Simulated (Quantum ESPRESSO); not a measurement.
**Re: 7 runs along one coordinate**

System: Re (P6₃/mmc, 2 atoms in the cell).
Method: Kohn-Sham DFT of a periodic cell, PBE, SSSP 1.3 efficiency PBE, no spin polarisation (Quantum ESPRESSO 7.5).

The 7 runs differ only in the geometry, by an even scaling of the cell at fixed fractional positions. The structure derives from an entry of the Crystallography Open Database.

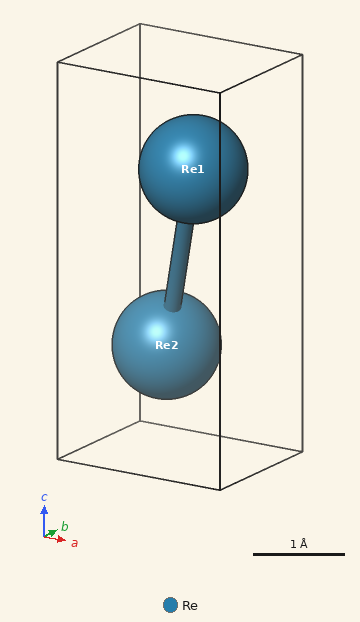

Figure 1. The structure of run 4 (ball-and-stick view of the cell of the calculation, seen slightly off an axis; atoms are numbered from 1 in the order of the input).

**Input of run 4**
```
&CONTROL
  calculation = 'scf'
  prefix = 'pwscf'
  outdir = './tmp'
  pseudo_dir = './pseudo'
  tprnfor = .true.
  tstress = .true.
  disk_io = 'nowf'
/
&SYSTEM
  ibrav = 0
  nat = 2
  ntyp = 1
  ecutwfc = 55
  ecutrho = 440
  nbnd = 22
  occupations = 'smearing'
  smearing = 'fd'
  degauss = 0.00367493
/
&ELECTRONS
  conv_thr = 4d-10
  electron_maxstep = 120
  mixing_beta = 0.5
/
ATOMIC_SPECIES
Re   186.2070 Re_pbe_v1.2.uspp.F.UPF
CELL_PARAMETERS angstrom
   2.7608000000    0.0000000000    0.0000000000
  -1.3804000000    2.3909229348    0.0000000000
   0.0000000000    0.0000000000    4.4582000000
ATOMIC_POSITIONS crystal
Re     0.6666666667    0.3333333333    0.7500000000
Re     0.3333333333    0.6666666667    0.2500000000
K_POINTS automatic
11 11 6 0 0 0
```

Command:
```bash
OMP_NUM_THREADS=1 pw.x -in pw.in > pw.out
```

Run 3 differs from it as follows:
```diff
-   2.7608000000    0.0000000000    0.0000000000
-  -1.3804000000    2.3909229348    0.0000000000
-   0.0000000000    0.0000000000    4.4582000000
+   2.7422705826    0.0000000000    0.0000000000
+  -1.3711352913    2.3748759886    0.0000000000
+   0.0000000000    0.0000000000    4.4282782931
```

**Results, with one run withheld**

```csv
run,volume per atom (Å³),"free energy per atom, from the lowest run given (meV)",pressure (GPa)
1,13.831,109.93,33.19
2,14.125,57.55,23.00
3,14.420,?,?
4,14.714,4.26,5.60
5,15.008,0.00,−1.80
6,15.303,8.61,−8.45
7,15.597,28.85,−14.42
```

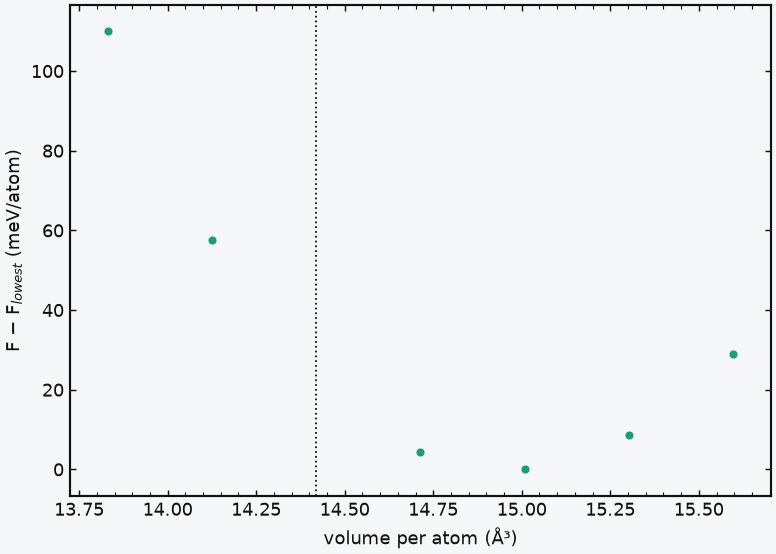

Figure 2. Free energy per atom of the runs given; the dotted line marks run 3.

What should run 3 give?

A cubic polynomial in V^(−2/3) (the Birch–Murnaghan form), fitted to the 6 runs given, misses them by at most 0.02 meV per atom. With x = V^(−2/3) − 0.16633 Å⁻², it reads F = 3.2735 + 4453.2 x + 1.415e+06 x² + 1.7949e+06 x³ (meV per atom). At run 3 it gives 22.86 meV per atom, and the run itself gives 22.91. The slope of the fit gives a pressure −dF/dV of 14.33 GPa there, and the run prints 13.84 GPa. The two needn't agree exactly: the fit is approximate, and the printed stress is taken on a finite basis. The fit has its minimum at 14.954 Å³ per atom, where V d²F/dV² gives 364 GPa. Cell shape and fractional positions are held, so this is the stiffness under even scaling; the relaxed bulk modulus wasn't computed.

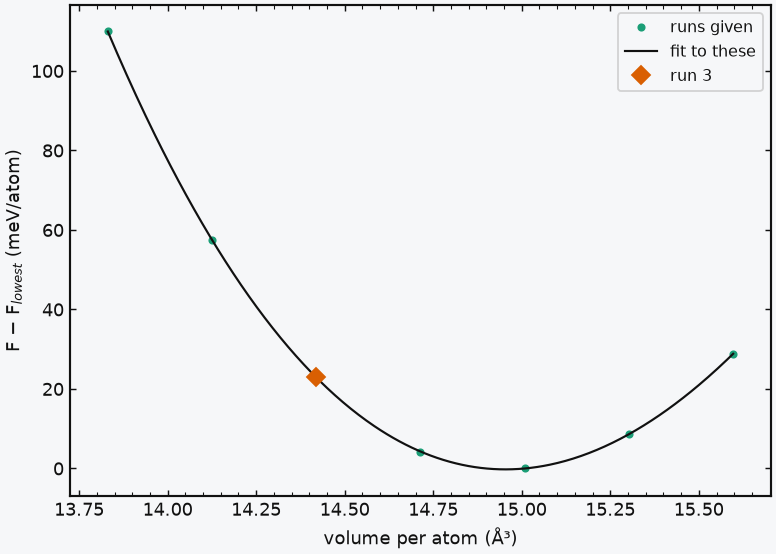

Figure 3. The fit and the withheld run.

**Some lines of the output (run 3)**
```
[...]
     unit-cell volume          =     194.6179 (a.u.)^3
     number of k points=    64  Fermi-Dirac smearing, width (Ry)=  0.0037
     total energy              =    -381.26618600 Ry
     total energy              =    -381.30930503 Ry
     total energy              =    -381.31294295 Ry
     total energy              =    -381.31303862 Ry
     total energy              =    -381.31305480 Ry
     total energy              =    -381.31305557 Ry
     total energy              =    -381.31305558 Ry
     the Fermi energy is    24.9586 ev
!    total energy              =    -381.31305558 Ry
     The total energy is F=E-TS. E is the sum of the following terms:
     Computing stress (Cartesian axis) and pressure
          total   stress  (Ry/bohr**3)                   (kbar)     P=      138.39
```

Notes on the run: negative rho. Spin–orbit coupling is left out, which matters for Re.
